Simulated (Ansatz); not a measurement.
## Single-point calculation, with input and output: IrO

The run: single-point calculation of IrO (F-43m, 2 atoms in the cell). Method and program: DFT PBE, scalar-relativistic, plane waves, PAW, no spin polarisation (Ansatz 0.2.0).

The structure was built on a prototype by a generator; it need not be a known phase. It belongs to a series of runs on one base structure; here: volume nm: 1.06 V/V0. Figures and captions count atoms from 1; the log counts them from 0 in places.

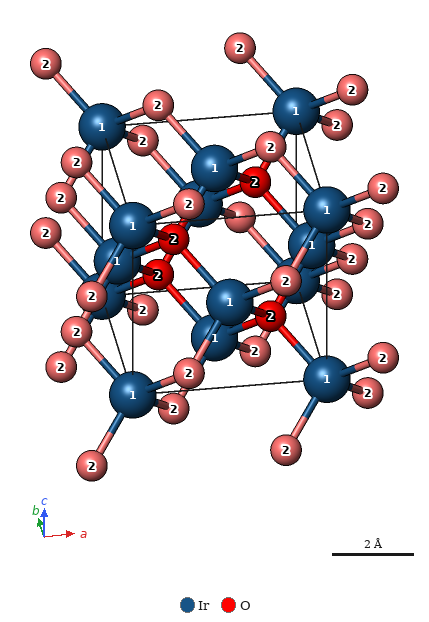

The input geometry (ball-and-stick view of the cell 4 times as large as that of the calculation, set on its symmetry axes, seen at an oblique angle; neighbours outside the cell are drawn fainter; atoms are numbered from 1 in the order of the input). An atom can appear more than once, as a periodic image.

**Input file**
```yaml
crystal:
  lattice:
    - [0.0, 2.4315151579, 2.4315151579]
    - [2.4315151579, 0.0, 2.4315151579]
    - [2.4315151579, 2.4315151579, 0.0]
  atoms:
    - { symbol: Ir, position: [0.0, 0.0, 0.0] }
    - { symbol: O, position: [0.25, 0.25, 0.25] }
basis:
  ecutwfc: 420
kpoints:
  mp_grid: { grid: [16, 16, 16] }
hamiltonian:
  xc: pbe
scf:
  occupations: { method: gaussian, width: 0.1 }
output:
  forces: true
  stress: true
  eigenvalues: true
  write_density: true
  write_potential: true
  elf: true
  volumetric_format: npy
```

Hardware: 1 thread of Intel Xeon @ 2.50GHz (Skylake/Cascade Lake), 16 GiB of memory available, shared host.

Launched with:
```bash
ansatz run input.yaml --threads 1 --pin off --max-ram 2560MiB --backend cpu --events-out ev --progress --plain --runs-dir out
```

**The program's output**
```
Engine: ansatz 0.2.0, x86_64-unknown-linux-gnu
Pseudopotentials: kind: paw
Pseudopotential: Ir, paw, valence charge 17, recommended cutoff 420 eV (normal), Ir.paw.azcp
Pseudopotential: O, paw, valence charge 6, recommended cutoff 420 eV (normal), O.paw.azcp
Functional definition: PBE
  parameter kappa = 0.804
  parameter beta = 0.06672455060314922
  exchange = pbe_x(kappa = kappa, mu = beta*pi^2/3)
  correlation = pbe_c(beta = beta)
Crystal: 2 atoms, lattice volume = 28.752 Å³
Basis set: ecut = 420 eV, 537 PW (Γ), exchange–correlation on 48×48×48 points (8 copies of the dense FFT grid, shifted against one another)
Bands: 16, of which v1, the nominal top of the filled ones, is band 12 counted from 1 (11 counted from 0)
Symmetry: 24 space group operations
Space group: F-43m (ITA 216), of the structure as read, at distance tolerance 3.1e-5 Å
k-points: 145 of 4096 (time reversal used)
Non-local potential: Ir, projectors of the file, l = 0: 3, l = 1: 2, l = 2: 2, l = 3: 1
Non-local potential: O, projectors of the file, l = 0: 2, l = 1: 2, l = 2: 1
PAW form: soft (Blöchl's): semilocal exchange-correlation on the pseudo side does not see the compensation charge
PAW one-centre angular grid: Ir, 590 points (default); XC on 64 Gauss nodes
PAW one-centre angular grid: O, 110 points (default); XC on 64 Gauss nodes
Initial density: superposition of atomic densities (neutral atoms: chi_scale 0, normalization atom), corrected by the library's trained network
Initial wavefunctions: pseudopotential atomic-orbital guess
Functional: x = pbe(κ = 0.804, μ = 0.2195149727645171), c = pbe(β = 0.06672455060314922)
SCF iter   1: F=—  HF=-12498.824413 eV  |F-HF|=—  |Δ(HF+E_count)|=         —  Δρ=4.66e-3  dr2=4.20e-3  ethr=1.77e-3  ⟨swp⟩=4.7  Hψ=10125  notcnv=0
preconditioner: auto → LDOS  [metal: Δε(μ)=0.007 eV  Ē_g=11.409 eV  σ=0.100 eV  W_gap=0.04  n_scr=14 (ndim 8)  ℏωp=26.8 eV  f_vac=0.016  D(μ)=2.17/eV (n_scr^D=26)  β→1.0]
SCF iter   2: F=—  HF=-12498.827023 eV  |F-HF|=—  |Δ(HF+E_count)|=   2.61e-3  Δρ=8.49e-4  dr2=1.81e-4  ethr=1.83e-5  ⟨swp⟩=2.0  Hψ=4941  notcnv=0
SCF iter   3: F=—  HF=-12498.827086 eV  |F-HF|=—  |Δ(HF+E_count)|=   6.30e-5  Δρ=3.29e-4  dr2=2.89e-5  ethr=7.85e-7  ⟨swp⟩=2.2  Hψ=3426  notcnv=0
SCF iter   4: F=—  HF=-12498.827103 eV  |F-HF|=—  |Δ(HF+E_count)|=   1.71e-5  Δρ=6.36e-5  dr2=6.44e-7  ethr=1.26e-7  ⟨swp⟩=2.1  Hψ=3697  notcnv=0
iter 5 did not close the SCF: its close was put off for the readings that it lacked (scf_convergence_deferred on its scf_iter line)
SCF iter   5: F=-12498.827104 eV  HF=-12498.827104 eV  |F-HF|=8.14e-9  |Δ(HF+E_count)|=   1.36e-7  Δρ=8.92e-6  dr2=1.36e-8  ethr=2.80e-9  ⟨swp⟩=2.4  Hψ=3864  notcnv=0
SCF iter   6: F=-12498.827104 eV  HF=-12498.827104 eV  |F-HF|=5.29e-10  |Δ(HF+E_count)|=   1.14e-8  Δρ=2.20e-6  dr2=1.34e-9  ethr=5.93e-11  ⟨swp⟩=5.4  Hψ=12144  notcnv=0
SCF 1 converged in 6 iterations: F = -12498.827104 eV  dr2 = 1.34e-9
  greatest PAW one-centre occupation: 1.000 electrons in one spin orbital (limit 2), on the Ir atom at site 0 (counted from 0), in its partial waves of l = 0
```

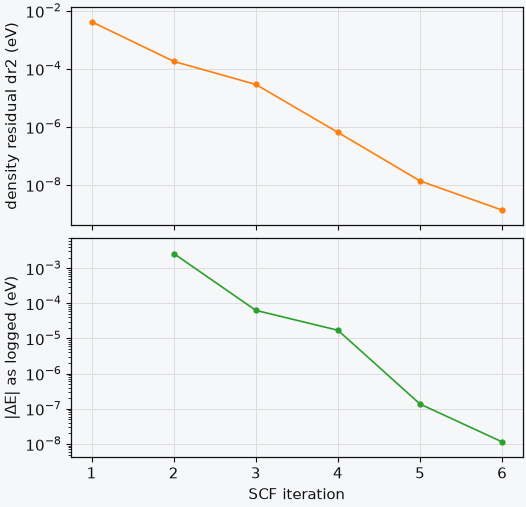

Convergence of the self-consistent field: density residual dr2 and size of the energy change against the SCF iteration. The residual falls at every step.

```
SCF converged after 6 iterations
Free energy (F): -12498.827104 eV
Harris-Foulkes:  -12498.827104 eV  (|F-HF|=5.29e-10)
Internal energy: -12498.816187 eV  (E = F + TS)
E sigma→0 (E₀):  -12498.821645 eV
Entropy (-TS):   -0.010917 eV (-5.458 meV/atom)
Fermi energy:    14.052725 eV
--- Per-component energies (eV) ---
  E_band       = -253.659848
  E_kinetic    = 794.076797
  E_local      = -1982.065768  (includes V_loc(G=0)·N_el)
  E_nonlocal   = 122.232871
  E_hartree    = 733.943438
  E_xc         = -337.615588
  E_vxc        = -388.627751  (∫ρ·V_xc dr)
  E_paw        = -9381.088070  (= ΣΔE_a)
  E_vpaw       = -267.166023  (= ΣTr[D̂ρ^β])
  E_aug_tail   = 0.002302  (compensation charges beyond the density's cutoff)
  E_ewald      = -2448.302170
  E_smearing   = -0.010917  (= −TS)
  E_closure    = 0.000000  (closes the sum)
  Σ components = -12498.827104   (vs F -12498.827104, Δ=0.00e0)
--- Forces (eV/Å), atoms counted from 1 ---
  atom   1  Ir    -0.00000000     0.00000000    -0.00000000
  atom   2  O      0.00000000    -0.00000000    -0.00000000
  max |Σ_I F_I| component: 5.55e-17 eV/Å
--- Stress (GPa, compression-positive) ---
       -9.015566      -0.000000       0.000000
       -0.000000      -9.015566      -0.000000
        0.000000      -0.000000      -9.015566
  P = ⅓ Tr σ = -9.0156 GPa (-90.156 kbar)
--- Band table (eV; the first three rows and the last of 145) ---
  k-point 0: bands = ["-78.3886", "-35.2732", "-35.2732", "-35.2732", "-6.8907", "6.5134", "6.5134", "6.5134", "11.6885", "12.0104", "12.0104", "15.5528", "15.5528", "15.5528", "26.8031", "26.8031"]
  k-point 1: bands = ["-78.3885", "-35.2757", "-35.2736", "-35.2736", "-6.8737", "6.4681", "6.5337", "6.5337", "11.8583", "11.9931", "11.9931", "15.4631", "15.5467", "15.5467", "26.2097", "26.8568"]
  k-point 2: bands = ["-78.3883", "-35.2828", "-35.2747", "-35.2747", "-6.8256", "6.3643", "6.5904", "6.5904", "11.9537", "11.9537", "12.3197", "15.2142", "15.5168", "15.5168", "24.9529", "27.0042"]
  k-point 144: bands = ["-78.3862", "-35.3239", "-35.3113", "-35.2974", "-6.3321", "6.6452", "6.9067", "7.8167", "11.0127", "11.6798", "12.7205", "13.4409", "14.6104", "20.4937", "21.6667", "23.2852"]
```

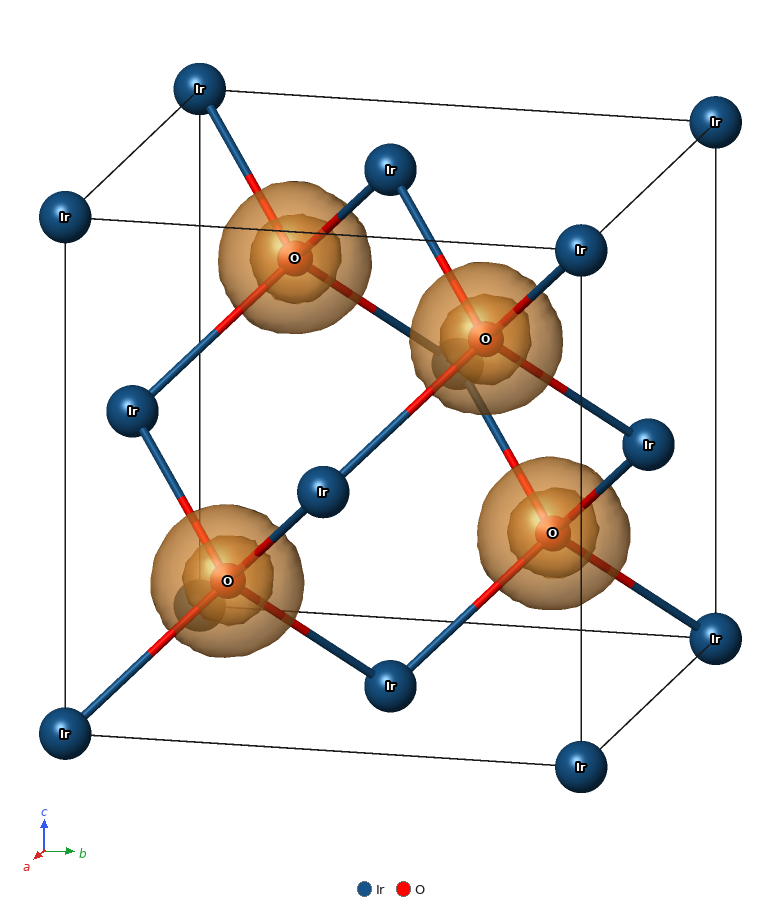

Isosurface of the ELF at 0.75 (orange), seen slightly off an axis. Core shells and regions of very low density are left out. Sticks mark near contacts. The outline is the cell set on symmetry axes. Profiles from the grid: Ir–O (2.11 Å): the ELF peaks at about 0.85 in the valence shell of O, 0.6 Å from its nucleus, and drops to about 0.20 between the two atoms; a polar contact without a shared pair, in a metal. In a PAW calculation such maps are meaningful between the atoms, not at the nuclei.

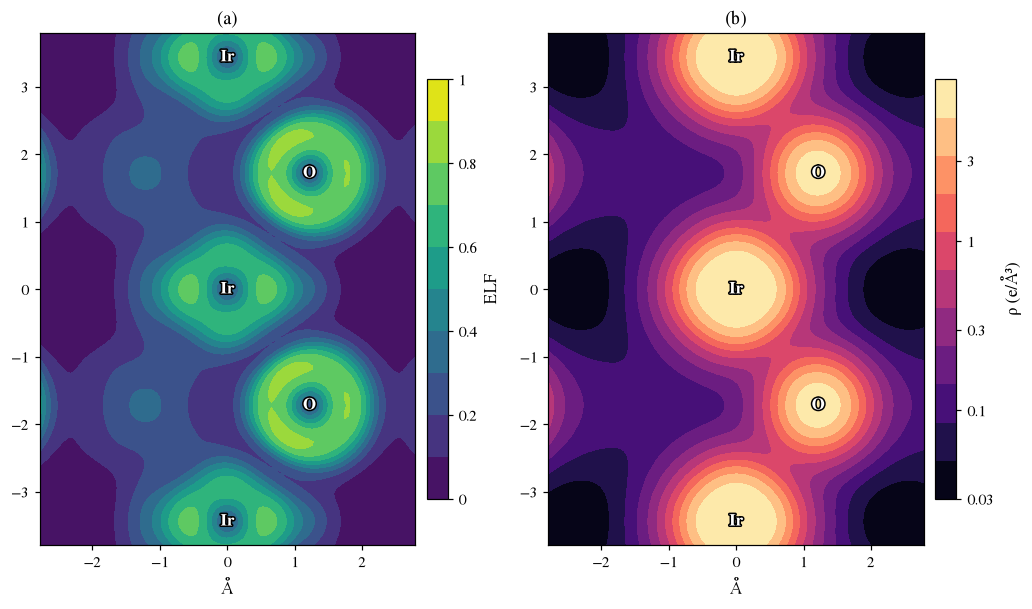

(a) electron localisation function; (b) valence charge density (pseudo) on the (101) plane of the conventional cell. Atoms in the plane: Ir and O. Ir–O (2.11 Å): ρ at the midpoint is about 0.75 e/Å³; the ELF peaks at about 0.85 in the valence shell of O, 0.6 Å from its nucleus, and drops to about 0.20 between the two atoms; no shared pair; the contact is polar. Away from the nuclei the density in this plane falls to 0.03 e/Å³ at its lowest. The strong features right at Ir lie inside the PAW spheres (semicore, d or f shells) and say nothing about bonding.

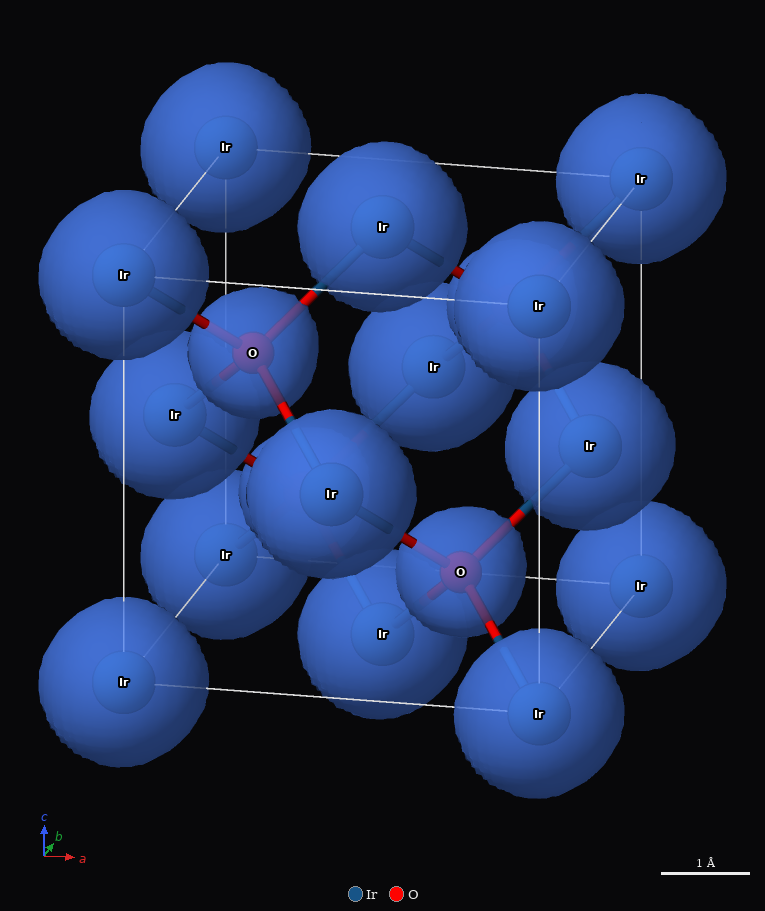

Isosurface of the valence charge density (pseudo) at 1 e/Å³ (blue), seen at an oblique angle. Sticks mark near contacts. The outline is the cell set on symmetry axes. At this value the density breaks into separate islands; it holds about 70 % of the electrons treated as valence (semicore included). It is pinched off along the Ir–O (2.11 Å) contacts. On the grid the lowest density along these lines, outside the cores, is 0.72 e/Å³ (Ir–O, 2.11 Å).

**Results in brief**

```tsv
quantity	value
outcome	converged
space group (tolerance 0.01 Å)	F-43m (216)
electrons treated	23
free energy	−12498.8271 eV
Fermi energy	14.053 eV
gap on the k-point mesh	none (metallic)
pressure	−9.02 GPa
largest force (length of the vector)	under 0.001 eV/Å
wall time	5.6 s
peak memory	0.42 GiB
```

**Remarks**

Spin–orbit coupling is left out, which matters for Ir. The cell holds an odd number of electrons but the run has no spin polarisation, so a band is left half filled. The cell is under a tension of 9.0 GPa at this level, so it is not at its equilibrium volume.
